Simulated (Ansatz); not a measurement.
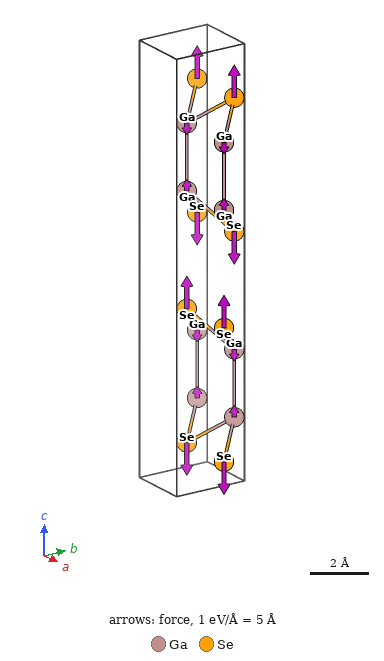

Starting geometry of a crystal of GaSe (set up in P6_3/mmc) with the computed forces as purple arrows. A ball-and-stick model of the cell of the calculation, repeated 2 × 1 × 1 with one cell outlined, seen slightly off an axis.

Case: volume × 0.94, shape and atoms relaxed.

Computed with DFT PBE+D3(BJ), scalar-relativistic, plane waves, PAW (Ansatz 0.2.0). (plane-wave cutoff 420 eV; k-point mesh 12 × 12 × 2; occupations gaussian; smearing width 0.02 eV; no spin polarisation; cell relaxed at fixed volume; force threshold 0.01 eV/Å; at most 30 steps)

### Is this structure relaxed? If not, where do the atoms go?

It isn't relaxed: the largest force vector, on Se atoms, is 0.24 eV/Å. The final displacements follow the starting forces only in part (cosine between the two patterns 0.78). After 2 accepted moves (3 points after the start) the energy has fallen by 1.9 meV per atom. Largest force component: 0.24 eV/Å at the start, 0.0012 eV/Å at the end. The pressure goes from 3.09 to 2.25 GPa. At 1 point the geometry stayed and the basis and grid were re-selected for the new cell (energy shift of less than 0.05 meV per atom at most each time). The largest moves relative to the cell, 0.036 Å, are those of Se atoms. By element the largest moves are Se 0.036 Å, Ga 0.012 Å. The drawn cell changes at constant volume: a = b 3.708 → 3.718 Å (+0.3 %), c 15.510 → 15.429 Å (−0.5 %). Among the contacts that change: Ga–Se 2.439 → 2.453 Å, Ga–Ga 2.407 → 2.419 Å. The space group stays P6_3/mmc (No. 194). Cost: 59 s on 2 threads of Arm Neoverse V1, with other jobs on the host, peak memory 0.71 GiB.
